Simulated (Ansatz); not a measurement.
Run report: GeSi6, geometry relaxation (part 3 of 3)

GeSi6 (slab, 7 atoms in the cell); DFT PBEsol, scalar-relativistic, plane waves, PAW, spin-polarised (Ansatz 0.2.0); cutoff 420 eV, 9×9×1 k-mesh, Gaussian smearing of 0.05 eV, collinear spins. The structure derives from a Materials Project entry. The input holds or restrains some coordinates. Forces given for the steps count only the free coordinates. It belongs to a series of runs on one base structure; here: Ge put at a hollow Si-Si site.

Geometry of the input (Å; fractional positions):
```
3.8249  0.0000  0.0000
-1.9124  3.3125  0.0000
0.0000  0.0000  26.1211
Si 0.6667  0.3333  0.3254
Si 0.3333  0.6667  0.3559
Si 0.3333  0.6667  0.4465
Si 0.6667  0.3333  0.4756
Si 0.6667  0.3333  0.5673
Si 0.3333  0.6667  0.5929
Ge 0.0000  0.0000  0.6190
```

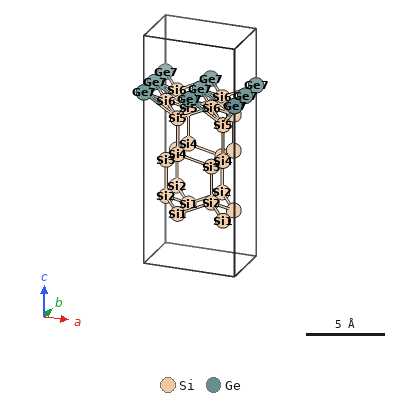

The geometry at step 2 of the log (ball-and-stick view of the 2 × 2 repeat of the cell, with the vacuum cut short, seen slightly off an axis; atoms are numbered from 1 in the order of the input).

### Log, continued
```
relax step   4: F+E_penalty+E_count = -7979.23593652 eV  Δ(F+E_penalty+E_count) = -9.442e-2 eV  max|allowed force component| = 3.588e-1 eV/Å  Δτ_max = 0.1948 Å  (9 SCF iters, dr2 threshold 9.70e-5 eV, accepted)
SCF 5 converged in 9 iterations: F = -7979.310900 eV  dr2 = 8.72e-7
relax step   5: F+E_penalty+E_count = -7979.31090031 eV  Δ(F+E_penalty+E_count) = -7.496e-2 eV  max|allowed force component| = 4.168e-1 eV/Å  Δτ_max = 0.2000 Å  (9 SCF iters, dr2 threshold 3.61e-5 eV, accepted)
SCF 6 converged in 11 iterations: F = -7979.358175 eV  dr2 = 4.36e-7
relax step   6: F+E_penalty+E_count = -7979.35817452 eV  Δ(F+E_penalty+E_count) = -4.727e-2 eV  max|allowed force component| = 2.180e-1 eV/Å  Δτ_max = 0.1949 Å  (11 SCF iters, dr2 threshold 4.87e-5 eV, accepted)
SCF 7 converged in 10 iterations: F = -7979.319376 eV  dr2 = 6.63e-7
relax step   7: F+E_penalty+E_count = -7979.31937562 eV  Δ(F+E_penalty+E_count) = +3.880e-2 eV  max|allowed force component| = 7.265e-1 eV/Å  Δτ_max = 0.1960 Å  (10 SCF iters, dr2 threshold 1.30e-5 eV, rejected (line search))
SCF 8 converged in 13 iterations: F = -7979.368394 eV  dr2 = 7.60e-10
relax step   8: F+E_penalty+E_count = -7979.36839367 eV  Δ(F+E_penalty+E_count) = -1.022e-2 eV  max|allowed force component| = 1.465e-1 eV/Å  Δτ_max = 0.0980 Å  (13 SCF iters, accepted)
SCF 9 converged in 8 iterations: F = -7979.369394 eV  dr2 = 2.46e-7
relax step   9: F+E_penalty+E_count = -7979.36939430 eV  Δ(F+E_penalty+E_count) = -1.001e-3 eV  max|allowed force component| = 1.395e-2 eV/Å  Δτ_max = 0.0150 Å  (8 SCF iters, dr2 threshold 5.87e-6 eV, accepted)
iter 1 solved again at ethr=6.44e-10 eV; its pass at ethr=3.10e-3 eV (dr2=2.45e-7 eV) is discarded
SCF iter   1: F=—  HF=-7979.369395 eV  |F-HF|=—  |Δ(HF+E_count)|=         —  Δρ=1.60e-6 (↑1.51e-6 ↓1.60e-6)  dr2=2.47e-7  dr2_m=5.09e-9  M=-0.691 μB ∫|m|=0.735 μB  β_m=1.20  ethr=6.44e-10  p=0.040 e·Å  D=2.16e-2 V/Å  ΔV_dip=-0.56 eV  dr2_dipole=1.11e-7  V_vac-E_F(+/−)=4.26/4.82 eV  ⟨swp⟩=1.0  Hψ=1872  notcnv=0
efield: sawtooth ramp at fractional position 0.9522 (handed on by an earlier solve), width 0.0400; the density the first Hamiltonian is built on has a dipole p = 0.040 e·Å; the dipole correction subtracts the counter field D = 2.16e-2 V/Å, which shifts the + side's vacuum level by -0.56 eV against the − side's; the planar-averaged density in the ramp window peaks in size at 6.7e-6 e/Å³
preconditioner: auto → LDOS  [metal: Δε(μ)=0.013 eV  Ē_g=7.505 eV  σ=0.050 eV  W_gap=0.15  n_scr=20 (ndim 8)  ℏωp=10.8 eV  f_vac=0.515  D(μ)=5.00/eV (n_scr^D=12)]
spin=Collinear: LDOS preconditioning applied to the charge; magnetization (m = ρ↑ − ρ↓) channel mixes plain (no charge-response kernel on spin).
SCF iter   2: F=—  HF=-7979.369395 eV  |F-HF|=—  |Δ(HF+E_count)|=   2.28e-8  Δρ=1.48e-6 (↑1.48e-6 ↓1.13e-6)  dr2=5.71e-7  dr2_m=2.31e-9  M=-0.691 μB ∫|m|=0.736 μB  β_m=0.65  ethr=6.44e-10  p=0.040 e·Å  D=2.16e-2 V/Å  ΔV_dip=-0.56 eV  dr2_dipole=3.14e-7  V_vac-E_F(+/−)=4.26/4.82 eV  ⟨swp⟩=1.2  Hψ=578  notcnv=0  recentre
density mixer auto → msr1: a metal under ldos (density of states about μ 0.90 of a free-electron gas's, 20 screened modes)
SCF iter   3: F=—  HF=-7979.369395 eV  |F-HF|=—  |Δ(HF+E_count)|=   1.91e-8  Δρ=1.23e-6 (↑1.23e-6 ↓1.21e-6)  dr2=1.62e-7  dr2_m=3.40e-9  M=-0.691 μB ∫|m|=0.736 μB  β_m=0.77  ethr=6.44e-10  p=0.040 e·Å  D=2.16e-2 V/Å  ΔV_dip=-0.56 eV  dr2_dipole=7.99e-8  V_vac-E_F(+/−)=4.26/4.82 eV  ⟨swp⟩=1.0  Hψ=575  notcnv=0
SCF iter   4: F=—  HF=-7979.369395 eV  |F-HF|=—  |Δ(HF+E_count)|=   4.98e-9  Δρ=1.18e-6 (↑1.18e-6 ↓9.95e-7)  dr2=1.19e-7  dr2_m=2.59e-9  M=-0.691 μB ∫|m|=0.736 μB  β_m=0.75  ethr=4.26e-10  p=0.040 e·Å  D=2.16e-2 V/Å  ΔV_dip=-0.56 eV  dr2_dipole=6.34e-8  V_vac-E_F(+/−)=4.26/4.82 eV  ⟨swp⟩=1.0  Hψ=574  notcnv=0
iter 5 did not close the SCF: its close was put off for a magnetic moment that had not settled (scf_convergence_deferred on its scf_iter line)
SCF iter   5: F=-7979.369395 eV  HF=-7979.369395 eV  |F-HF|=4.72e-8  |Δ(HF+E_count)|=   4.74e-9  Δρ=7.55e-7 (↑7.55e-7 ↓3.11e-7)  dr2=3.40e-8  dr2_m=6.82e-10  M=-0.691 μB ∫|m|=0.736 μB  β_m=0.88  ethr=2.63e-10  p=0.039 e·Å  D=2.16e-2 V/Å  ΔV_dip=-0.56 eV  dr2_dipole=1.82e-8  V_vac-E_F(+/−)=4.26/4.82 eV  ⟨swp⟩=9.3  Hψ=3985  notcnv=0
iter 6 did not close the SCF: its close was put off for a magnetic moment that had not settled (scf_convergence_deferred on its scf_iter line)
SCF iter   6: F=-7979.369395 eV  HF=-7979.369395 eV  |F-HF|=2.75e-8  |Δ(HF+E_count)|=   1.68e-9  Δρ=6.07e-7 (↑6.07e-7 ↓2.63e-7)  dr2=1.97e-8  dr2_m=4.13e-10  M=-0.691 μB ∫|m|=0.736 μB  β_m=0.94  ethr=8.94e-11  p=0.039 e·Å  D=2.16e-2 V/Å  ΔV_dip=-0.56 eV  dr2_dipole=1.07e-8  V_vac-E_F(+/−)=4.26/4.82 eV  ⟨swp⟩=7.1  Hψ=3661  notcnv=0
SCF iter   7: F=-7979.369395 eV  HF=-7979.369395 eV  |F-HF|=1.59e-9  |Δ(HF+E_count)|=   1.26e-9  Δρ=2.02e-7 (↑2.02e-7 ↓1.33e-7)  dr2=1.74e-9  dr2_m=2.13e-11  M=-0.691 μB ∫|m|=0.736 μB  ethr=5.18e-11  p=0.039 e·Å  D=2.16e-2 V/Å  ΔV_dip=-0.56 eV  dr2_dipole=9.29e-10  V_vac-E_F(+/−)=4.26/4.82 eV  ⟨swp⟩=7.2  Hψ=3787  notcnv=0
SCF 10 converged in 7 iterations: F = -7979.369395 eV  dr2 = 1.74e-9
relax step  10: F+E_penalty+E_count = -7979.36939465 eV  Δ(F+E_penalty+E_count) = -3.496e-7 eV  max|allowed force component| = 1.395e-2 eV/Å  Δτ_max = 0.0000 Å  (7 SCF iters, accepted)
WARN: The output density's exchange-correlation potential varies sharply where the density is thin. Do not read a vacuum level from v_tot or v_xc, or from such a field of the output density. On a cell that repeats whose density bears no net charge and no dipole along the vacuum's axis use v_es (v_loc + v_h of the components); under efield.dipole_correction with no amplitude use v_es + v_field, which holds any external_charges[].barrier, or the levels of the report's work_function block, which leave it out; under a non-zero efield.amplitude the vacuum is tilted and has no level; on a cell that repeats and bears such a dipole with no correction it is tilted too, and efield.dipole_correction with no amplitude gives each side of its ramp a level where efield: is served; in a cell that repeats whose density bears a net charge (total_charge, or a fill off its count) it is curved and has none; of a slab under crystal.periodic whose density bears no net charge use v_es, which has a level on each side, short of where the two are joined; of another it falls or rises all the way out and has none; of a slab beside external_charges read slab_vacuum_level instead, which it has where they leave it neutral. The grid or the basis barely resolves most such structure, and the values can differ between equally converged runs; as a rule a tighter scf.convergence.dr2_threshold does not remove it. Where the density itself ripples (under the LDA too) a higher basis.ecutwfc lessens it. The files hold the spikes' plane waves up to the density's cutoff. Files: v_tot_of_output_density and the like, and their columns of v_z.tsv (output.write_potential); v_xc_of_output_density and the like, and their columns of v_comp_z.tsv (output.write_potential_components). Measured: with its Gaussian average of σ = 0.25 Å subtracted twice, the exchange-correlation potential is over 0.1 eV at 18 of the grid points where the equally averaged density (valence and model cores) is under 1e-3 e/Å³, and 0.208 eV at the most among them, at an averaged density of 1.1e-8 e/Å³. The input density's (outcome.potential() and, of a run that writes arrays, v_tot and v_xc) is over 0.1 eV, so measured, at 22 points of its own thin density, 0.320 eV at the most. See output.write_potential in the manual, Limitations
SCF converged after 7 iterations
Magnetization: -0.6912 μB (18.6544 up, 19.3456 down)
Absolute magnetization: 0.7374 μB (∫|ρ↑−ρ↓|, with the PAW one-centre terms)
Spin contamination: 0.0548 ħ² per cell (⟨S²⟩ above its minimum at these occupations)
Per-site moments (μB) at R_I (Å): [(-0.16801201446666872, 0.9684117024697041), (-0.021228235891685713, 0.9684117024697041), (-0.034225665949371924, 0.9652335371530476), (-0.009817803802563098, 0.9652335371530476), (-0.00885751003596948, 0.9868730074416558), (-0.008445457371340125, 1.000793309156348), (-0.0037776758826254747, 1.0741878151519544)]
Free energy (F): -7979.369395 eV
Harris-Foulkes:  -7979.369395 eV  (|F-HF|=1.59e-9)
Internal energy: -7979.363150 eV  (E = F + TS)
E sigma→0 (E₀):  -7979.366272 eV
Entropy (-TS):   -0.006245 eV (-0.892 meV/atom)
Fermi energy:    0.284332 eV
Dipole field:    D = 0.021562 V/Å  (p = 0.039436 e·Å, saw-weighted, corrected)
Work function:   Φ+ = 4.2609 eV   Φ− = 4.8241 eV
Levels:          The Fermi level and band energies are counted from a zero that moves with the ramp; work functions are not
--- Per-component energies (eV) ---
  E_band       = -379.198236
  E_kinetic    = 348.371370
  E_local      = -17871.587388  (includes V_loc(G=0)·N_el)
  E_nonlocal   = 572.070088
  E_hartree    = 8617.484065
  E_xc         = -400.665591
  E_vxc        = -342.256375  (∫ρ·V_xc dr)
  E_paw        = -4967.587423  (= ΣΔE_a)
  E_vpaw       = -319.411818  (= ΣTr[D̂ρ^β])
  E_aug_tail   = 0.000346  (compensation charges beyond the density's cutoff)
  E_efield     = 0.000425  (sawtooth field / dipole correction)
  E_vefield    = -1.347174  (∫n·V_field dr)
  E_ewald      = 5721.443658
  E_core_change = 1.107300  (= ΣΔE_core)
  E_smearing   = -0.006245  (= −TS)
  E_closure    = -0.000000  (closes the sum)
  Σ components = -7979.369395   (vs F -7979.369395, Δ=0.00e0)
--- Forces (eV/Å), atoms counted from 1 ---
  atom   1  Si     0.00000000    -0.00000000     0.46175942
  atom   2  Si    -0.00000000     0.00000000    -0.73218933
  atom   3  Si    -0.00000000     0.00000000     0.25759178
  atom   4  Si     0.00000000    -0.00000000     0.00360639
  atom   5  Si     0.00000000    -0.00000000     0.01395377
  atom   6  Si    -0.00000000    -0.00000000     0.00094734
  atom   7  Ge    -0.00000000     0.00000000    -0.00566364
  max |Σ_I F_I| component: 5.73e-6 eV/Å
--- Band table (eV; the first three rows and the last of 24) ---
  k-point 0 ↑: bands = ["-24.5170", "-24.5152", "-24.5152", "-24.4891", "-24.4891", "-12.1568", "-11.2587", "-10.0329", "-8.0006", "-5.3387", "-3.1252", "-0.9273", "-0.9273", "-0.4413", "-0.4413", "-0.4138", "0.2280", "0.2280", "0.8540", "0.8540", "1.0035", "1.6876", "2.4135", "2.9619", "2.9619", "3.0035", "3.5676"]
  k-point 1 ↑: bands = ["-24.5166", "-24.5156", "-24.5152", "-24.4892", "-24.4882", "-12.0009", "-11.1133", "-9.8881", "-7.8884", "-5.2818", "-3.1628", "-2.0488", "-1.6130", "-1.3210", "-0.8749", "-0.8508", "-0.2027", "-0.0417", "0.2144", "1.0254", "1.3803", "2.2765", "2.9629", "3.3744", "3.4168", "3.5796", "4.0044"]
  k-point 2 ↑: bands = ["-24.5174", "-24.5154", "-24.5149", "-24.4894", "-24.4856", "-11.5371", "-10.6841", "-9.4626", "-7.5968", "-5.3226", "-4.0837", "-3.3671", "-2.9197", "-2.1622", "-1.9961", "-1.4395", "-0.8422", "-0.5577", "0.0523", "0.7097", "1.8332", "1.8447", "2.4450", "3.1639", "4.0638", "4.2671", "4.3744"]
  k-point 11 ↓: bands = ["-24.5194", "-24.5177", "-24.5109", "-24.4880", "-24.4871", "-8.6555", "-8.5099", "-8.1919", "-8.0040", "-7.3025", "-6.7980", "-6.4868", "-4.5217", "-3.5816", "-3.4394", "-3.0126", "-2.9555", "-2.0339", "-0.6460", "0.2749", "1.0739", "2.7228", "2.7581", "4.0628", "4.4489", "4.7008", "5.8104"]
--- Relaxed structure (10 steps of the walk, 9 accepted, 0 SCFs on fresh bases) ---
  F+E_penalty+E_count = -7979.36939465 eV   max|allowed force component| = 1.395e-2 eV/Å
  atoms:
    - { symbol: Si, position: [0.6666666666666666, 0.3333333333333333, 0.32540703360000006] }
    - { symbol: Si, position: [0.3333333333333333, 0.6666666666666666, 0.35591225290000006] }
    - { symbol: Si, position: [0.3333333333333333, 0.6666666666666666, 0.4464642099000001] }
    - { symbol: Si, position: [0.6666666666666666, 0.3333333333333333, 0.47608913230612154] }
    - { symbol: Si, position: [0.6666666666666666, 0.3333333333333333, 0.5676785563092699] }
    - { symbol: Si, position: [0.3333333333333333, 0.6666666666666666, 0.606146756654732] }
    - { symbol: Ge, position: [6.466075396783282e-34, -6.20182939723783e-34, 0.6589817503802269] }
--- Löwdin populations: 7 sites ---
  site symbol       q [e]    m [muB]
     0     Si      3.9493    -0.5425
     1     Si      3.9755    -0.0020
     2     Si      3.9354    -0.0794
     3     Si      3.9796    -0.0180
     4     Si      3.8536    -0.0179
     5     Si      4.0441    -0.0170
     6     Ge     13.9231    -0.0033
  spilling = 0.008931 (of n_electrons = 38.000000)
```

### File populations.tsv
```
# site	symbol	l	j	q_up	q_dn
# orbitals = lowdin
# n_electrons = 38.000000
# spilling = 0.008931
0	Si	0_3S	-	0.636343	0.703111
0	Si	1_3P	-	1.067062	1.542816
1	Si	0_3S	-	0.595947	0.595984
1	Si	1_3P	-	1.390762	1.392761
2	Si	0_3S	-	0.594877	0.612931
2	Si	1_3P	-	1.333144	1.394480
3	Si	0_3S	-	0.601890	0.604446
3	Si	1_3P	-	1.378916	1.394390
4	Si	0_3S	-	0.668238	0.670307
4	Si	1_3P	-	1.249574	1.265447
5	Si	0_3S	-	0.601165	0.604954
5	Si	1_3P	-	1.412347	1.425603
6	Ge	0_4S	-	0.873613	0.876205
6	Ge	1_4P	-	1.086998	1.087715
6	Ge	2_3D	-	4.999301	4.999309
```

### Trajectory as extended XYZ (Å, eV, eV/Å), 10 frames, from step=1 to step=10
```
7
Lattice="3.8249 0.0000 0.0000 -1.9124 3.3125 0.0000 0.0000 0.0000 26.1211" Properties=species:S:1:pos:R:3:forces:R:3 step=1 energy=-7978.55498
Si    1.9124    1.1041    8.5000    0.0000   0.0000   0.4222
Si    0.0000    2.2083    9.2968    0.0000   0.0000  -0.5720
Si    0.0000    2.2083   11.6622    0.0000   0.0000   0.0641
Si    1.9124    1.1041   12.4243    0.0000   0.0000   0.2900
Si    1.9124    1.1041   14.8176    0.0000   0.0000  -2.2916
Si    0.0000    2.2083   15.4882    0.0000   0.0000  -0.3431
Ge    0.0000    0.0000   16.1682    0.0000   0.0000   2.4303
7
Lattice="3.8249 0.0000 0.0000 -1.9124 3.3125 0.0000 0.0000 0.0000 26.1211" Properties=species:S:1:pos:R:3:forces:R:3 step=2 energy=-7978.97584
Si    1.9124    1.1041    8.5000    0.0000   0.0000   0.4279
Si    0.0000    2.2083    9.2968    0.0000   0.0000  -0.5818
Si    0.0000    2.2083   11.6622    0.0000   0.0000  -0.0448
Si    1.9124    1.1041   12.4036    0.0000   0.0000   0.0579
Si    1.9124    1.1041   14.7477    0.0000   0.0000  -0.6068
Si    0.0000    2.2083   15.5201    0.0000   0.0000  -0.3690
Ge    0.0000    0.0000   16.3628    0.0000   0.0000   1.1168
7
Lattice="3.8249 0.0000 0.0000 -1.9124 3.3125 0.0000 0.0000 0.0000 26.1211" Properties=species:S:1:pos:R:3:forces:R:3 step=3 energy=-7979.14152
Si    1.9124    1.1041    8.5000    0.0000   0.0000   0.4313
Si    0.0000    2.2083    9.2968    0.0000   0.0000  -0.5089
Si    0.0000    2.2083   11.6622    0.0000   0.0000  -0.0831
Si    1.9124    1.1041   12.4111    0.0000   0.0000  -0.1450
Si    1.9124    1.1041   14.7482    0.0000   0.0000  -0.2039
Si    0.0000    2.2083   15.5594    0.0000   0.0000  -0.1677
Ge    0.0000    0.0000   16.5591    0.0000   0.0000   0.6777
7
Lattice="3.8249 0.0000 0.0000 -1.9124 3.3125 0.0000 0.0000 0.0000 26.1211" Properties=species:S:1:pos:R:3:forces:R:3 step=4 energy=-7979.23594
Si    1.9124    1.1041    8.5000    0.0000   0.0000   0.4029
Si    0.0000    2.2083    9.2968    0.0000   0.0000  -0.5804
Si    0.0000    2.2083   11.6622    0.0000   0.0000  -0.1093
Si    1.9124    1.1041   12.3925    0.0000   0.0000  -0.1359
Si    1.9124    1.1041   14.7390    0.0000   0.0000  -0.0173
Si    0.0000    2.2083   15.5862    0.0000   0.0000   0.0813
Ge    0.0000    0.0000   16.7539    0.0000   0.0000   0.3588
7
Lattice="3.8249 0.0000 0.0000 -1.9124 3.3125 0.0000 0.0000 0.0000 26.1211" Properties=species:S:1:pos:R:3:forces:R:3 step=5 energy=-7979.31090
Si    1.9124    1.1041    8.5000    0.0000   0.0000   0.3726
Si    0.0000    2.2083    9.2968    0.0000   0.0000  -0.6228
Si    0.0000    2.2083   11.6622    0.0000   0.0000   0.0560
Si    1.9124    1.1041   12.4064    0.0000   0.0000   0.0996
Si    1.9124    1.1041   14.8060    0.0000   0.0000  -0.4168
Si    0.0000    2.2083   15.6935    0.0000   0.0000   0.0992
Ge    0.0000    0.0000   16.9539    0.0000   0.0000   0.4121
7
Lattice="3.8249 0.0000 0.0000 -1.9124 3.3125 0.0000 0.0000 0.0000 26.1211" Properties=species:S:1:pos:R:3:forces:R:3 step=6 energy=-7979.35818
Si    1.9124    1.1041    8.5000    0.0000   0.0000   0.4512
Si    0.0000    2.2083    9.2968    0.0000   0.0000  -0.7640
Si    0.0000    2.2083   11.6622    0.0000   0.0000   0.0495
Si    1.9124    1.1041   12.3950    0.0000   0.0000   0.2000
Si    1.9124    1.1041   14.7888    0.0000   0.0000  -0.1294
Si    0.0000    2.2083   15.7395    0.0000   0.0000   0.2180
Ge    0.0000    0.0000   17.1488    0.0000   0.0000  -0.0251
7
Lattice="3.8249 0.0000 0.0000 -1.9124 3.3125 0.0000 0.0000 0.0000 26.1211" Properties=species:S:1:pos:R:3:forces:R:3 step=7 energy=-7979.31938 accepted=F
Si    1.9124    1.1041    8.5000    0.0000   0.0000   0.4690
Si    0.0000    2.2083    9.2968    0.0000   0.0000  -0.7187
Si    0.0000    2.2083   11.6622    0.0000   0.0000   0.4949
Si    1.9124    1.1041   12.4608    0.0000   0.0000   0.3766
Si    1.9124    1.1041   14.9821    0.0000   0.0000  -0.7265
Si    0.0000    2.2083   15.9355    0.0000   0.0000   0.1654
Ge    0.0000    0.0000   17.3421    0.0000   0.0000  -0.0607
7
Lattice="3.8249 0.0000 0.0000 -1.9124 3.3125 0.0000 0.0000 0.0000 26.1211" Properties=species:S:1:pos:R:3:forces:R:3 step=8 energy=-7979.36839
Si    1.9124    1.1041    8.5000    0.0000   0.0000   0.4637
Si    0.0000    2.2083    9.2968    0.0000   0.0000  -0.7190
Si    0.0000    2.2083   11.6622    0.0000   0.0000   0.3276
Si    1.9124    1.1041   12.4510    0.0000   0.0000  -0.1465
Si    1.9124    1.1041   14.8315    0.0000   0.0000   0.0806
Si    0.0000    2.2083   15.8375    0.0000   0.0000   0.0096
Ge    0.0000    0.0000   17.2227    0.0000   0.0000  -0.0160
7
Lattice="3.8249 0.0000 0.0000 -1.9124 3.3125 0.0000 0.0000 0.0000 26.1211" Properties=species:S:1:pos:R:3:forces:R:3 step=9 energy=-7979.36939
Si    1.9124    1.1041    8.5000    0.0000   0.0000   0.4617
Si    0.0000    2.2083    9.2968    0.0000   0.0000  -0.7323
Si    0.0000    2.2083   11.6622    0.0000   0.0000   0.2577
Si    1.9124    1.1041   12.4360    0.0000   0.0000   0.0036
Si    1.9124    1.1041   14.8284    0.0000   0.0000   0.0140
Si    0.0000    2.2083   15.8332    0.0000   0.0000   0.0010
Ge    0.0000    0.0000   17.2133    0.0000   0.0000  -0.0057
7
Lattice="3.8249 0.0000 0.0000 -1.9124 3.3125 0.0000 0.0000 0.0000 26.1211" Properties=species:S:1:pos:R:3:forces:R:3 step=10 energy=-7979.36939
Si    1.9124    1.1041    8.5000    0.0000   0.0000   0.4618
Si    0.0000    2.2083    9.2968    0.0000   0.0000  -0.7322
Si    0.0000    2.2083   11.6622    0.0000   0.0000   0.2576
Si    1.9124    1.1041   12.4360    0.0000   0.0000   0.0036
Si    1.9124    1.1041   14.8284    0.0000   0.0000   0.0140
Si    0.0000    2.2083   15.8332    0.0000   0.0000   0.0009
Ge    0.0000    0.0000   17.2133    0.0000   0.0000  -0.0057
```

### Key numbers

- outcome: converged under the restraints of the input
- electrons treated: 38
- free energy: −7979.3694 eV
- work function, top face: 4.26 eV
- work function, bottom face: 4.82 eV
- Fermi energy: 0.284 eV
- gap on the k-point mesh: none (metallic)
- net moment of the cell: −0.69 μB
- integrated absolute moment: 0.74 μB
- final volume: 330.95 Å³
- work function (upper face): 4.26 eV
- largest force (length of the vector) at the end, held atoms and coordinates included: 0.732 eV/Å
- hardware: 1 thread of AMD EPYC (Zen 5), 64 GiB of memory available, shared host
- wall time: 2.6 min
- peak memory: 0.65 GiB

### Remarks

The program warns: the exchange-correlation potential is rough where the density is thin.
